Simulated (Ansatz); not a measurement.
# Two runs on Zr3N2

System: Zr3N2 (R-3c, 10 atoms in the cell).
Method of run A: DFT PBEsol, scalar-relativistic, plane waves, PAW, no spin polarisation (Ansatz 0.2.0).

The structure derives from a Materials Project entry. Text and figures count atoms from 1; the logs count them from 0 in places.

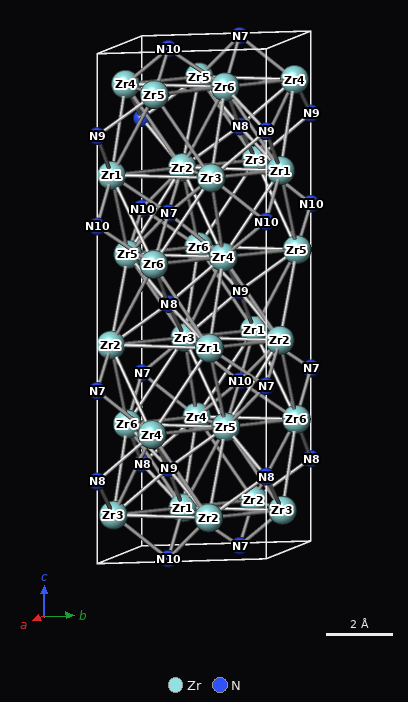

Fig. 1: The structure as given in the input (ball-and-stick view of the cell 3 times as large as that of the calculation, set on its symmetry axes, seen slightly off an axis; atoms are numbered from 1 in the order of the input). An atom can appear more than once, as a periodic image. Near neighbours in the periodic cell (some may lie outside the picture): Zr has 4 N at 2.17 to 2.21 Å and 12 Zr at 2.99 to 3.16 Å; N has 6 Zr at 2.17 to 2.21 Å.

**The input, run A**
```yaml
crystal:
  lattice:
    - [2.6594957748, 1.5354606015, 5.1936707943]
    - [-2.6594957748, 1.5354606015, 5.1936707943]
    - [0.0, -3.070921203, 5.1936707943]
  atoms:
    - { symbol: Zr, position: [0.4249855957, 0.0750144043, 0.75] }
    - { symbol: Zr, position: [0.0750144043, 0.75, 0.4249855957] }
    - { symbol: Zr, position: [0.75, 0.4249855957, 0.0750144043] }
    - { symbol: Zr, position: [0.25, 0.5750144043, 0.9249855957] }
    - { symbol: Zr, position: [0.9249855957, 0.25, 0.5750144043] }
    - { symbol: Zr, position: [0.5750144043, 0.9249855957, 0.25] }
    - { symbol: "N", position: [0.3386685654, 0.3386685654, 0.3386685654] }
    - { symbol: "N", position: [0.1613314346, 0.1613314346, 0.1613314346] }
    - { symbol: "N", position: [0.8386685654, 0.8386685654, 0.8386685654] }
    - { symbol: "N", position: [0.6613314346, 0.6613314346, 0.6613314346] }
basis:
  ecutwfc: 420
kpoints:
  mp_grid: { grid: [12, 12, 12] }
hamiltonian:
  xc: pbesol
scf:
  occupations: { method: gaussian, width: 0.15 }
output:
  forces: true
  stress: true
  eigenvalues: true
```

Command:
```bash
ansatz run input.yaml --threads 2 --pin off --max-ram 5120MiB --backend cpu --events-out ev --progress --plain --runs-dir out
```

Hardware: 2 threads of Arm Neoverse V2, 24 GiB of memory available, shared host.

**Output, shortened to warnings, some set-up lines, iterations and results (run A)**
```
Basis set: ecut = 420 eV, 2447 PW (Γ), exchange–correlation on 90×90×90 points (8 copies of the dense FFT grid, shifted against one another)
Symmetry: 12 space group operations
k-points: 189 of 1728
Initial density: superposition of atomic densities (neutral atoms: chi_scale 0, normalization atom), corrected by the library's trained network
[...]
SCF iter   1: F=—  HF=-26300.315431 eV  |F-HF|=—  |Δ(HF+E_count)|=         —  Δρ=6.55e-3  dr2=3.00e-2  ethr=1.77e-3  ⟨swp⟩=5.2  Hψ=41152  notcnv=0
SCF iter   2: F=—  HF=-26300.308550 eV  |F-HF|=—  |Δ(HF+E_count)|=   6.88e-3  Δρ=3.15e-3  dr2=6.94e-3  ethr=3.26e-5  ⟨swp⟩=2.0  Hψ=16376  notcnv=0
SCF iter   3: F=—  HF=-26300.307389 eV  |F-HF|=—  |Δ(HF+E_count)|=   1.16e-3  Δρ=1.17e-3  dr2=1.09e-3  ethr=7.54e-6  ⟨swp⟩=2.7  Hψ=18602  notcnv=0
SCF iter   4: F=—  HF=-26300.307206 eV  |F-HF|=—  |Δ(HF+E_count)|=   1.83e-4  Δρ=1.76e-4  dr2=3.40e-5  ethr=1.19e-6  ⟨swp⟩=2.0  Hψ=13397  notcnv=0
SCF iter   5: F=—  HF=-26300.307154 eV  |F-HF|=—  |Δ(HF+E_count)|=   5.19e-5  Δρ=3.00e-5  dr2=1.36e-6  ethr=3.70e-8  ⟨swp⟩=2.9  Hψ=17370  notcnv=0
SCF iter   6: F=-26300.307154 eV  HF=-26300.307154 eV  |F-HF|=3.46e-8  |Δ(HF+E_count)|=   3.05e-7  Δρ=6.38e-6  dr2=6.52e-8  ethr=1.09e-10  ⟨swp⟩=8.4  Hψ=45569  notcnv=0
SCF 1 converged in 6 iterations: F = -26300.307154 eV  dr2 = 6.52e-8
SCF converged after 6 iterations
Free energy (F): -26300.307154 eV
Harris-Foulkes:  -26300.307154 eV  (|F-HF|=3.46e-8)
Internal energy: -26300.263421 eV  (E = F + TS)
E sigma→0 (E₀):  -26300.285287 eV
Entropy (-TS):   -0.043733 eV (-4.373 meV/atom)
Fermi energy:    17.846434 eV
--- Per-component energies (eV) ---
  E_band       = -127.540905
  E_kinetic    = 2579.276802
  E_local      = -3609.743238  (includes V_loc(G=0)·N_el)
  E_nonlocal   = 666.262375
  E_hartree    = 1139.848957
  E_xc         = -1224.205243
  E_vxc        = -1477.171681  (∫ρ·V_xc dr)
  E_paw        = -17890.776539  (= ΣΔE_a)
  E_vpaw       = -565.867912  (= ΣTr[D̂ρ^β])
  E_aug_tail   = 0.000525  (compensation charges beyond the density's cutoff)
  E_ewald      = -7962.033778
  E_core_change = 1.106718  (= ΣΔE_core)
  E_smearing   = -0.043733  (= −TS)
  E_closure    = 0.000000  (closes the sum)
  Σ components = -26300.307154   (vs F -26300.307154, Δ=0.00e0)
--- Forces (eV/Å), atoms counted from 1 ---
  atom   1  Zr    -0.35174680     0.00000000     0.00000000
  atom   2  Zr     0.17587340     0.30462166    -0.00000000
  atom   3  Zr     0.17587340    -0.30462166     0.00000000
  atom   4  Zr    -0.17587340     0.30462166    -0.00000000
  atom   5  Zr    -0.17587340    -0.30462166     0.00000000
  atom   6  Zr     0.35174680    -0.00000000     0.00000000
  atom   7  N      0.00000000     0.00000000    -0.28438201
  atom   8  N      0.00000000     0.00000000     0.28438201
  atom   9  N     -0.00000000     0.00000000    -0.28438201
  atom  10  N     -0.00000000    -0.00000000     0.28438201
  max |Σ_I F_I| component: 5.55e-17 eV/Å
--- Stress (GPa, compression-positive) ---
       31.990680       0.000000       0.000000
       -0.000000      31.990680      -0.000000
       -0.000000      -0.000000      17.614529
  P = ⅓ Tr σ = 27.1986 GPa (271.986 kbar)
```

For run B the input was changed thus:
```diff
-    - [2.6594957748, 1.5354606015, 5.1936707943]
-    - [-2.6594957748, 1.5354606015, 5.1936707943]
-    - [0.0, -3.070921203, 5.1936707943]
+    - [2.9394426984, 1.6970880332, 4.9339872546]
+    - [-2.9394426984, 1.6970880332, 4.9339872546]
+    - [0.0, -3.3941760664, 4.9339872546]
```

Predict how the results change.

With the same functional and potentials, run B lies 30.0 meV per atom lower. The pressure goes from 27.20 to −8.81 GPa. The largest force goes from 0.352 to 0.496 eV/Å. The volume per atom goes from 12.73 to 14.77 Å³. The SCF takes 7 iterations against 6. The plane waves at Γ go from 2447 to 2837.

**Output, shortened to warnings, some set-up lines, iterations and results (run B)**
```
Basis set: ecut = 420 eV, 2837 PW (Γ), exchange–correlation on 90×90×90 points (8 copies of the dense FFT grid, shifted against one another)
Symmetry: 12 space group operations
k-points: 189 of 1728
Initial density: superposition of atomic densities (neutral atoms: chi_scale 0, normalization atom), corrected by the library's trained network
[...]
SCF iter   1: F=—  HF=-26300.623787 eV  |F-HF|=—  |Δ(HF+E_count)|=         —  Δρ=7.12e-3  dr2=6.16e-2  ethr=1.77e-3  ⟨swp⟩=5.2  Hψ=40693  notcnv=0
SCF iter   2: F=—  HF=-26300.611093 eV  |F-HF|=—  |Δ(HF+E_count)|=   1.27e-2  Δρ=3.53e-3  dr2=1.59e-2  ethr=6.69e-5  ⟨swp⟩=2.0  Hψ=14424  notcnv=0
SCF iter   3: F=—  HF=-26300.607880 eV  |F-HF|=—  |Δ(HF+E_count)|=   3.21e-3  Δρ=1.59e-3  dr2=4.52e-3  ethr=1.73e-5  ⟨swp⟩=2.5  Hψ=14135  notcnv=0
SCF iter   4: F=—  HF=-26300.606763 eV  |F-HF|=—  |Δ(HF+E_count)|=   1.12e-3  Δρ=3.36e-4  dr2=2.04e-4  ethr=4.91e-6  ⟨swp⟩=2.0  Hψ=14043  notcnv=0
SCF iter   5: F=—  HF=-26300.606701 eV  |F-HF|=—  |Δ(HF+E_count)|=   6.15e-5  Δρ=6.18e-5  dr2=8.97e-6  ethr=2.22e-7  ⟨swp⟩=2.6  Hψ=16812  notcnv=0
SCF iter   6: F=—  HF=-26300.606860 eV  |F-HF|=—  |Δ(HF+E_count)|=   1.59e-4  Δρ=1.65e-5  dr2=4.30e-7  ethr=9.75e-9  ⟨swp⟩=2.0  Hψ=13502  notcnv=0
SCF iter   7: F=-26300.606860 eV  HF=-26300.606860 eV  |F-HF|=1.66e-8  |Δ(HF+E_count)|=   5.83e-8  Δρ=3.87e-6  dr2=3.03e-8  ethr=1.09e-10  ⟨swp⟩=9.9  Hψ=40613  notcnv=0
SCF 1 converged in 7 iterations: F = -26300.606860 eV  dr2 = 3.03e-8
SCF converged after 7 iterations
Free energy (F): -26300.606860 eV
Harris-Foulkes:  -26300.606860 eV  (|F-HF|=1.66e-8)
Internal energy: -26300.564745 eV  (E = F + TS)
E sigma→0 (E₀):  -26300.585803 eV
Entropy (-TS):   -0.042115 eV (-4.211 meV/atom)
Fermi energy:    15.071649 eV
--- Per-component energies (eV) ---
  E_band       = -381.818911
  E_kinetic    = 2521.757533
  E_local      = -4084.759964  (includes V_loc(G=0)·N_el)
  E_nonlocal   = 663.417727
  E_hartree    = 1266.177218
  E_xc         = -1206.416843
  E_vxc        = -1453.588835  (∫ρ·V_xc dr)
  E_paw        = -17886.498053  (= ΣΔE_a)
  E_vpaw       = -561.003861  (= ΣTr[D̂ρ^β])
  E_aug_tail   = 0.000477  (compensation charges beyond the density's cutoff)
  E_ewald      = -7575.349558
  E_core_change = 1.106718  (= ΣΔE_core)
  E_smearing   = -0.042115  (= −TS)
  E_closure    = -0.000000  (closes the sum)
  Σ components = -26300.606860   (vs F -26300.606860, Δ=0.00e0)
--- Forces (eV/Å), atoms counted from 1 ---
  atom   1  Zr     0.08525487     0.00000000     0.00000000
  atom   2  Zr    -0.04262743    -0.07383288    -0.00000000
  atom   3  Zr    -0.04262743     0.07383288     0.00000000
  atom   4  Zr     0.04262743    -0.07383288    -0.00000000
  atom   5  Zr     0.04262743     0.07383288     0.00000000
  atom   6  Zr    -0.08525487    -0.00000000     0.00000000
  atom   7  N      0.00000000    -0.00000000     0.49555080
  atom   8  N      0.00000000     0.00000000    -0.49555080
  atom   9  N     -0.00000000     0.00000000     0.49555080
  atom  10  N     -0.00000000     0.00000000    -0.49555080
  max |Σ_I F_I| component: 1.84e-17 eV/Å
--- Stress (GPa, compression-positive) ---
      -17.243360       0.000000       0.000000
       -0.000000     -17.243360      -0.000000
        0.000000      -0.000000       8.061776
  P = ⅓ Tr σ = -8.8083 GPa (-88.083 kbar)
```

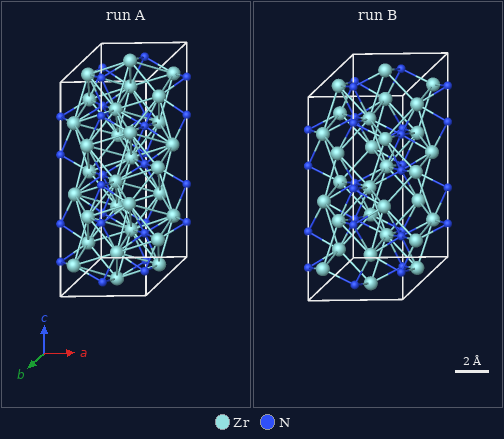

Fig. 2: The two input geometries at one scale (ball-and-stick view of the cell 3 times as large as that of the calculation, set on its symmetry axes, seen at an oblique angle). No atom moves by more than 0.005 Å relative to the cell. The drawn cell changes as follows: a = b 5.319 → 5.879 Å (+10.5 %), c 15.581 → 14.802 Å (−5.0 %); the volume changes by +16.1 %. Among the contacts that change: Zr–Zr 3.110 → 3.437 Å, Zr–Zr 2.994 → 3.309 Å, N–Zr 2.168 → 2.296 Å, N–Zr 2.213 → 2.318 Å.

**The two runs side by side**

| quantity | run A | run B |
| --- | --- | --- |
| outcome | converged | converged |
| free energy per atom (eV) | −2630.0307 | −2630.0607 |
| energy per atom, smearing taken to zero (eV) | −2630.0285 | −2630.0586 |
| gap on the mesh (eV) | 0.00 | 0.00 |
| pressure (GPa) | 27.20 | −8.81 |
| volume per atom (Å³) | 12.73 | 14.77 |
| largest force (eV/Å) | 0.352 | 0.496 |
| SCF iterations | 6 | 7 |
| irreducible k-points | 189 | 189 |
| plane waves at Γ | 2447 | 2837 |
| wall time (shared host) | 29 s | 34 s |

For run A: The cell is under a pressure of 27 GPa at this level, so it is not at its equilibrium volume.
